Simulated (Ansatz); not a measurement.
# Geometry relaxation of WSi₂ (part 1 of 2)

The run: geometry relaxation of WSi₂ (9 atoms in the cell). Method and program: DFT PBEsol, scalar-relativistic, plane waves, PAW, no spin polarisation (Ansatz 0.2.0).

The structure was made by swapping elements on the sites of another compound; it need not be a known phase. It belongs to a series of runs on one base structure; here: Ta -> W on all its sites, cell and atoms relaxed. Figures and captions count atoms from 1; the log counts them from 0 in places.

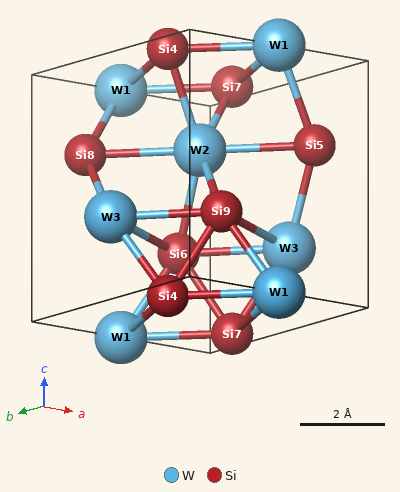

The structure as given in the input (ball-and-stick view of the cell of the calculation, seen at an oblique angle; atoms are numbered from 1 in the order of the input). An atom can appear more than once, as a periodic image.

### Input file
```yaml
crystal:
  lattice:
    - [4.6956307207, 0.0, 0.0]
    - [-2.3478153603, 4.0665354909, 0.0]
    - [0.0, 0.0, 6.4661394188]
  atoms:
    - { symbol: W, position: [0.5, 0.0, 0.0] }
    - { symbol: W, position: [0.5, 0.5, 0.6666666667] }
    - { symbol: W, position: [0.0, 0.5, 0.3333333333] }
    - { symbol: Si, position: [0.1592827541, 0.3185655082, 0.0] }
    - { symbol: Si, position: [0.8407172459, 0.1592827541, 0.6666666667] }
    - { symbol: Si, position: [0.6814344918, 0.8407172459, 0.3333333333] }
    - { symbol: Si, position: [0.8407172459, 0.6814344918, 0.0] }
    - { symbol: Si, position: [0.1592827541, 0.8407172459, 0.6666666667] }
    - { symbol: Si, position: [0.3185655082, 0.1592827541, 0.3333333333] }
basis:
  ecutwfc: 420
kpoints:
  mp_grid: { grid: [12, 12, 6] }
hamiltonian:
  xc: pbesol
scf:
  occupations: { method: gaussian, width: 0.1 }
output:
  forces: true
  stress: true
  eigenvalues: true
relax:
  adjacent_minimum: "off"
  f_tol: 0.01
  max_steps: 60
  cell: { stress_tol: 0.1 }
```

Run on 2 threads of Arm Neoverse V1, 24 GiB of memory available, shared host.

Command:
```bash
ansatz run input.yaml --threads 2 --pin off --max-ram 5120MiB --backend cpu --events-out ev --progress --plain --runs-dir out
```

### Output
```
Engine: ansatz 0.2.0, aarch64-unknown-linux-gnu
Pseudopotentials: kind: paw
Pseudopotential: W, paw, valence charge 14, recommended cutoff 420 eV (normal), W.paw.azcp
Pseudopotential: Si, paw, valence charge 4, recommended cutoff 420 eV (normal), Si.paw.azcp
Functional definition: PBEsol
  exchange = pbesol_x
  correlation = pbesol_c
Crystal: 9 atoms, lattice volume = 123.471 Å³
Basis set: ecut = 420 eV, 2391 PW (Γ), exchange–correlation on 64×64×90 points (8 copies of the dense FFT grid, shifted against one another)
Bands: 42, of which v1, the nominal top of the filled ones, is band 33 counted from 1 (32 counted from 0)
Symmetry: 12 space group operations
Space group: P6422 (ITA 181), of the structure as read, at distance tolerance 5.0e-5 Å
k-points: 76 of 864 (time reversal used)
Non-local potential: W, projectors of the file, l = 0: 3, l = 1: 2, l = 2: 2, l = 3: 1
Non-local potential: Si, projectors of the file, l = 0: 2, l = 1: 2, l = 2: 2
PAW form: soft (Blöchl's): semilocal exchange-correlation on the pseudo side does not see the compensation charge
PAW frozen core: W, regenerated for the run's functional, and the local potential with it (the file was generated under x = pbe(κ = 0.804, μ = 0.2195149727645171), c = pbe(β = 0.06672455060314922))
PAW frozen core: Si, regenerated for the run's functional, and the local potential with it (the file was generated under x = pbe(κ = 0.804, μ = 0.2195149727645171), c = pbe(β = 0.06672455060314922))
PAW one-centre angular grid: W, 590 points (default); XC on 64 Gauss nodes
PAW one-centre angular grid: Si, 110 points (default); XC on 64 Gauss nodes
Initial density: superposition of atomic densities (neutral atoms: chi_scale 0, normalization atom), corrected by the library's trained network
Initial wavefunctions: pseudopotential atomic-orbital guess
Functional: x = pbesol(κ = 0.804, μ = 0.12345679012345678), c = pbesol(β = 0.046)
SCF iter   1: F=—  HF=-34501.858333 eV  |F-HF|=—  |Δ(HF+E_count)|=         —  Δρ=9.69e-3  dr2=1.64e-1  ethr=1.77e-3  ⟨swp⟩=7.0  Hψ=14668  notcnv=0
preconditioner: auto → Kerker (q_TF=auto, 2.458 Å⁻¹)  [metal: Δε(μ)=0.032 eV  Ē_g=7.428 eV  σ=0.100 eV  W_gap=0.17  n_scr=22 (ndim 8)  ℏωp=21.7 eV  f_vac=0.000  D(μ)=0.25/eV (n_scr^D=0)]
SCF iter   2: F=—  HF=-34501.833268 eV  |F-HF|=—  |Δ(HF+E_count)|=   2.51e-2  Δρ=4.89e-3  dr2=3.71e-2  ethr=2.48e-4  ⟨swp⟩=1.1  Hψ=3806  notcnv=0  defer=1
preconditioner: auto → Resta (q_TF=auto, 2.458 Å⁻¹)  ε∞=9.5  [insulator: Δε(μ)=0.109 eV  Ē_g=7.441 eV  σ=0.100 eV  W_gap=0.50  n_scr=22 (ndim 8)  ℏωp=21.7 eV  f_vac=0.000  D(μ)=0.35/eV (n_scr^D=0)  ε∞_Penn≈9.5]
SCF iter   3: F=—  HF=-34501.826359 eV  |F-HF|=—  |Δ(HF+E_count)|=   6.91e-3  Δρ=6.03e-4  dr2=4.43e-4  ethr=5.62e-5  ⟨swp⟩=2.0  Hψ=4050  notcnv=0  defer=1
SCF iter   4: F=—  HF=-34501.826285 eV  |F-HF|=—  |Δ(HF+E_count)|=   7.38e-5  Δρ=7.93e-5  dr2=3.74e-6  ethr=6.70e-7  ⟨swp⟩=2.1  Hψ=4573  notcnv=0  defer=1
SCF iter   5: F=—  HF=-34501.826264 eV  |F-HF|=—  |Δ(HF+E_count)|=   2.12e-5  Δρ=1.59e-5  dr2=2.45e-7  ethr=5.66e-9  ⟨swp⟩=2.7  Hψ=5591  notcnv=0  defer=4
SCF iter   6: F=-34501.826264 eV  HF=-34501.826264 eV  |F-HF|=4.73e-10  |Δ(HF+E_count)|=   5.69e-8  Δρ=1.80e-6  dr2=2.32e-9  ethr=1.52e-10  ⟨swp⟩=9.9  Hψ=13835  notcnv=0
SCF 1 converged in 6 iterations: F = -34501.826264 eV  dr2 = 2.32e-9
  greatest PAW one-centre occupation: 1.000 electrons in one spin orbital (limit 2), on the W atom at site 1 (counted from 0), in its partial waves of l = 0
relax step   1: F+E_penalty+E_count = -34501.82626423 eV  Δ(F+E_penalty+E_count) = +0.000e0 eV  max|allowed force component| = 5.219e-1 eV/Å  Δτ_max = 0.0000 Å  P = -5.683 GPa  Ω = 123.471 Å³  (6 SCF iters, dr2 threshold 1.00e-7 eV, accepted)
Crystal: 9 atoms, lattice volume = 116.878 Å³
Basis set: ecut = 420 eV, 2307 PW (Γ), exchange–correlation on 64×64×90 points (8 copies of the dense FFT grid, shifted against one another)
Initial density: handed on by an earlier stage of this run
Initial wavefunctions: those handed on with the density
iter 1 solved again at ethr=9.63e-5 eV; its pass at ethr=3.10e-3 eV (dr2=6.36e-2 eV) is discarded
SCF iter   1: F=—  HF=-34502.051890 eV  |F-HF|=—  |Δ(HF+E_count)|=         —  Δρ=7.11e-3  dr2=6.45e-2  ethr=9.63e-5  ⟨swp⟩=1.0  Hψ=18355  notcnv=0
preconditioner: auto → Resta (q_TF=auto, 2.480 Å⁻¹)  ε∞=9.2  [insulator: Δε(μ)=0.177 eV  Ē_g=7.794 eV  σ=0.100 eV  W_gap=0.53  n_scr=22 (ndim 8)  ℏωp=22.3 eV  f_vac=0.000  D(μ)=0.12/eV (n_scr^D=0)  ε∞_Penn≈9.2]
SCF iter   2: F=—  HF=-34502.035909 eV  |F-HF|=—  |Δ(HF+E_count)|=   1.60e-2  Δρ=3.88e-3  dr2=1.87e-2  ethr=9.63e-5  ⟨swp⟩=1.0  Hψ=3192  notcnv=0
SCF iter   3: F=—  HF=-34502.029111 eV  |F-HF|=—  |Δ(HF+E_count)|=   6.80e-3  Δρ=3.70e-4  dr2=1.18e-4  ethr=2.84e-5  ⟨swp⟩=2.1  Hψ=4513  notcnv=0
SCF iter   4: F=—  HF=-34502.029105 eV  |F-HF|=—  |Δ(HF+E_count)|=   5.96e-6  Δρ=5.23e-5  dr2=1.77e-6  ethr=1.79e-7  ⟨swp⟩=2.0  Hψ=4805  notcnv=0
iter 5 did not close the SCF: its close was put off for the readings that it lacked (scf_convergence_deferred on its scf_iter line)
SCF iter   5: F=-34502.029104 eV  HF=-34502.029104 eV  |F-HF|=1.95e-8  |Δ(HF+E_count)|=   2.47e-7  Δρ=7.44e-6  dr2=4.83e-8  ethr=2.68e-9  ⟨swp⟩=2.3  Hψ=5334  notcnv=0
SCF iter   6: F=-34502.029104 eV  HF=-34502.029104 eV  |F-HF|=9.39e-10  |Δ(HF+E_count)|=   8.37e-9  Δρ=1.05e-6  dr2=1.34e-9  ethr=7.32e-11  ⟨swp⟩=3.5  Hψ=11753  notcnv=0
the search or the solves at the SCF's close seem to have found levels that the self-consistency loop had missed (the run counts 3). By its estimate they hold under 1e-12 electrons; where the run keeps them, the occupations were computed again with them
SCF 2 converged in 6 iterations: F = -34502.029104 eV  dr2 = 1.34e-9
relax step   2: F+E_penalty+E_count = -34502.02910437 eV  Δ(F+E_penalty+E_count) = -2.028e-1 eV  max|allowed force component| = 2.014e-1 eV/Å  Δτ_max = 0.0470 Å  P = +6.088 GPa  Ω = 116.878 Å³  energy of the carried Pulay correction = +1.876e-3 eV  (6 SCF iters, dr2 threshold 9.00e-7 eV, accepted)
Crystal: 9 atoms, lattice volume = 120.091 Å³
Basis set: ecut = 420 eV, 2333 PW (Γ), exchange–correlation on 64×64×90 points (8 copies of the dense FFT grid, shifted against one another)
iter 1 solved again at ethr=5.86e-6 eV; its pass at ethr=3.10e-3 eV (dr2=3.87e-3 eV) is discarded
SCF iter   1: F=—  HF=-34502.087242 eV  |F-HF|=—  |Δ(HF+E_count)|=         —  Δρ=1.45e-3  dr2=3.43e-3  ethr=5.86e-6  ⟨swp⟩=2.3  Hψ=16555  notcnv=0
preconditioner: auto → Kerker (q_TF=auto, 2.469 Å⁻¹)  [metal: Δε(μ)=0.145 eV  Ē_g=7.622 eV  σ=0.100 eV  W_gap=0.50  n_scr=22 (ndim 8)  ℏωp=22.0 eV  f_vac=0.000  D(μ)=0.16/eV (n_scr^D=0)]
SCF iter   2: F=—  HF=-34502.086465 eV  |F-HF|=—  |Δ(HF+E_count)|=   7.77e-4  Δρ=7.93e-4  dr2=8.42e-4  ethr=5.19e-6  ⟨swp⟩=1.5  Hψ=3701  notcnv=0
preconditioner: auto → Resta (q_TF=auto, 2.469 Å⁻¹)  ε∞=9.3  [insulator: Δε(μ)=0.149 eV  Ē_g=7.621 eV  σ=0.100 eV  W_gap=0.51  n_scr=22 (ndim 8)  ℏωp=22.0 eV  f_vac=0.000  D(μ)=0.15/eV (n_scr^D=0)  ε∞_Penn≈9.3]
SCF iter   3: F=—  HF=-34502.086202 eV  |F-HF|=—  |Δ(HF+E_count)|=   2.63e-4  Δρ=1.79e-4  dr2=4.75e-5  ethr=1.28e-6  ⟨swp⟩=2.4  Hψ=4743  notcnv=0
iter 4 did not close the SCF: its close was put off for the readings that it lacked (scf_convergence_deferred on its scf_iter line)
SCF iter   4: F=-34502.086189 eV  HF=-34502.086189 eV  |F-HF|=2.28e-7  |Δ(HF+E_count)|=   1.26e-5  Δρ=2.65e-5  dr2=5.60e-7  ethr=7.20e-8  ⟨swp⟩=2.0  Hψ=4684  notcnv=0
iter 5 did not close the SCF: its close was put off for the readings that it lacked (scf_convergence_deferred on its scf_iter line)
SCF iter   5: F=-34502.086189 eV  HF=-34502.086189 eV  |F-HF|=1.49e-9  |Δ(HF+E_count)|=   1.37e-7  Δρ=3.30e-6  dr2=9.29e-9  ethr=8.49e-10  ⟨swp⟩=2.4  Hψ=5038  notcnv=0
SCF iter   6: F=-34502.086189 eV  HF=-34502.086189 eV  |F-HF|=5.09e-11  |Δ(HF+E_count)|=  5.60e-10  Δρ=3.41e-7  dr2=9.79e-11  ethr=1.41e-11  ⟨swp⟩=2.2  Hψ=10181  notcnv=0
SCF 3 converged in 6 iterations: F = -34502.086189 eV  dr2 = 9.79e-11
  greatest PAW one-centre occupation: 1.000 electrons in one spin orbital (limit 2), on the W atom at site 2 (counted from 0), in its partial waves of l = 0
relax step   3: F+E_penalty+E_count = -34502.08618895 eV  Δ(F+E_penalty+E_count) = -5.708e-2 eV  max|allowed force component| = 9.690e-3 eV/Å  Δτ_max = 0.0098 Å  P = -0.637 GPa  Ω = 120.091 Å³  energy of the carried Pulay correction = +9.489e-4 eV  (6 SCF iters, dr2 threshold 9.00e-7 eV, accepted)
Crystal: 9 atoms, lattice volume = 119.767 Å³
iter 1 solved again at ethr=1.35e-7 eV; its pass at ethr=3.10e-3 eV (dr2=8.92e-5 eV) is discarded
SCF iter   1: F=—  HF=-34502.087405 eV  |F-HF|=—  |Δ(HF+E_count)|=         —  Δρ=3.02e-4  dr2=1.14e-4  ethr=1.35e-7  ⟨swp⟩=3.1  Hψ=15066  notcnv=0
preconditioner: auto → Resta (q_TF=auto, 2.470 Å⁻¹)  ε∞=9.3  [insulator: Δε(μ)=0.154 eV  Ē_g=7.638 eV  σ=0.100 eV  W_gap=0.52  n_scr=22 (ndim 8)  ℏωp=22.0 eV  f_vac=0.000  D(μ)=0.14/eV (n_scr^D=0)  ε∞_Penn≈9.3]
SCF iter   2: F=—  HF=-34502.087410 eV  |F-HF|=—  |Δ(HF+E_count)|=   4.69e-6  Δρ=1.69e-4  dr2=3.56e-5  ethr=1.35e-7  ⟨swp⟩=1.0  Hψ=3193  notcnv=0
iter 3 did not close the SCF: its close was put off for the readings that it lacked (scf_convergence_deferred on its scf_iter line)
SCF iter   3: F=-34502.087395 eV  HF=-34502.087395 eV  |F-HF|=6.04e-8  |Δ(HF+E_count)|=   1.48e-5  Δρ=1.37e-5  dr2=1.53e-7  ethr=5.40e-8  ⟨swp⟩=2.1  Hψ=4673  notcnv=0
iter 4 did not close the SCF: its close was put off for the readings that it lacked (scf_convergence_deferred on its scf_iter line)
SCF iter   4: F=-34502.087395 eV  HF=-34502.087395 eV  |F-HF|=7.20e-10  |Δ(HF+E_count)|=   5.50e-8  Δρ=1.52e-6  dr2=1.81e-9  ethr=2.32e-10  ⟨swp⟩=2.3  Hψ=5659  notcnv=0
iter 5 did not close the SCF: its close was put off for the readings that it lacked (scf_convergence_deferred on its scf_iter line)
SCF iter   5: F=-34502.087395 eV  HF=-34502.087395 eV  |F-HF|=0.00e0  |Δ(HF+E_count)|=  4.07e-10  Δρ=2.45e-7  dr2=4.97e-11  ethr=2.74e-12  ⟨swp⟩=2.2  Hψ=4672  notcnv=0
SCF iter   6: F=-34502.087395 eV  HF=-34502.087395 eV  |F-HF|=1.46e-11  |Δ(HF+E_count)|=  7.28e-12  Δρ=3.07e-8  dr2=8.96e-13  ethr=1.00e-12  ⟨swp⟩=1.3  Hψ=6940  notcnv=0
SCF 4 converged in 6 iterations: F = -34502.087395 eV  dr2 = 8.96e-13
relax step   4: F+E_penalty+E_count = -34502.08739468 eV  Δ(F+E_penalty+E_count) = -1.206e-3 eV  max|allowed force component| = 4.421e-3 eV/Å  Δτ_max = 0.0002 Å  P = -0.031 GPa  Ω = 119.767 Å³  energy of the carried Pulay correction = +1.041e-3 eV  (6 SCF iters, dr2 threshold 9.00e-7 eV, accepted)
Initial wavefunctions: pseudopotential atomic-orbital guess (no wavefunctions were taken with the density)
iter 1 solved again at ethr=3.82e-7 eV; its pass at ethr=3.10e-3 eV (dr2=2.52e-4 eV) is discarded
SCF iter   1: F=—  HF=-34502.086568 eV  |F-HF|=—  |Δ(HF+E_count)|=         —  Δρ=9.25e-5  dr2=7.94e-7  ethr=3.82e-7  ⟨swp⟩=3.1  Hψ=22070  notcnv=0
preconditioner: auto → Resta (q_TF=auto, 2.470 Å⁻¹)  ε∞=9.3  [insulator: Δε(μ)=0.155 eV  Ē_g=7.638 eV  σ=0.100 eV  W_gap=0.52  n_scr=22 (ndim 8)  ℏωp=22.0 eV  f_vac=0.000  D(μ)=0.14/eV (n_scr^D=0)  ε∞_Penn≈9.3]
SCF iter   2: F=—  HF=-34502.086611 eV  |F-HF|=—  |Δ(HF+E_count)|=   4.26e-5  Δρ=4.74e-5  dr2=2.03e-7  ethr=1.20e-9  ⟨swp⟩=2.3  Hψ=5481  notcnv=0
SCF iter   3: F=—  HF=-34502.086611 eV  |F-HF|=—  |Δ(HF+E_count)|=   1.29e-8  Δρ=2.03e-6  dr2=2.59e-9  ethr=3.08e-10  ⟨swp⟩=2.1  Hψ=5702  notcnv=0
iter 4 did not close the SCF: its close was put off for the readings that it lacked (scf_convergence_deferred on its scf_iter line)
SCF iter   4: F=-34502.086611 eV  HF=-34502.086611 eV  |F-HF|=1.31e-10  |Δ(HF+E_count)|=  1.82e-10  Δρ=5.85e-7  dr2=2.55e-10  ethr=3.92e-12  ⟨swp⟩=2.8  Hψ=4745  notcnv=0
iter 5 did not close the SCF: its close was put off for the readings that it lacked (scf_convergence_deferred on its scf_iter line)
SCF iter   5: F=-34502.086611 eV  HF=-34502.086611 eV  |F-HF|=7.28e-12  |Δ(HF+E_count)|=  3.64e-11  Δρ=4.39e-8  dr2=1.53e-12  ethr=1.00e-12  ⟨swp⟩=1.1  Hψ=3196  notcnv=0
SCF iter   6: F=-34502.086611 eV  HF=-34502.086611 eV  |F-HF|=1.46e-11  |Δ(HF+E_count)|=    0.00e0  Δρ=9.31e-9  dr2=8.81e-14  ethr=1.00e-12  ⟨swp⟩=3.6  Hψ=9249  notcnv=0
SCF 5 converged in 6 iterations: F = -34502.086611 eV  dr2 = 8.81e-14
relax step   5: F+E_penalty+E_count = -34502.08661076 eV  Δ(F+E_penalty+E_count) = +7.839e-4 eV  max|allowed force component| = 4.413e-3 eV/Å  Δτ_max = 0.0000 Å  P = -0.039 GPa  Ω = 119.767 Å³  stress off target by 9.51e-2 GPa  SCF on the basis re-selected at this cell (its energy is not comparable with the rows above)  (6 SCF iters)
```

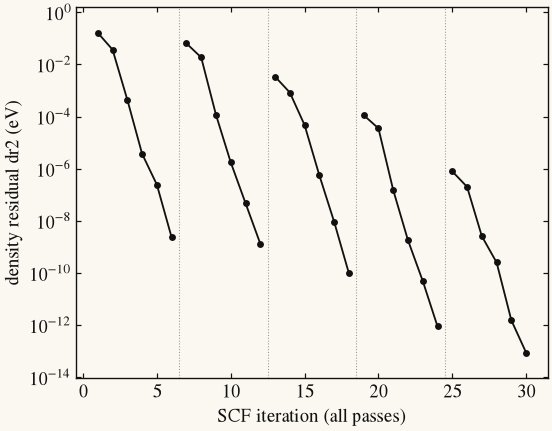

Convergence of the self-consistent field: density residual dr2 against the SCF iteration. The dotted lines part the SCF passes of the relaxation: geometry steps, rejected trials and re-solves on a re-selected basis. The 5 passes take 6 iterations each, 30 in all.
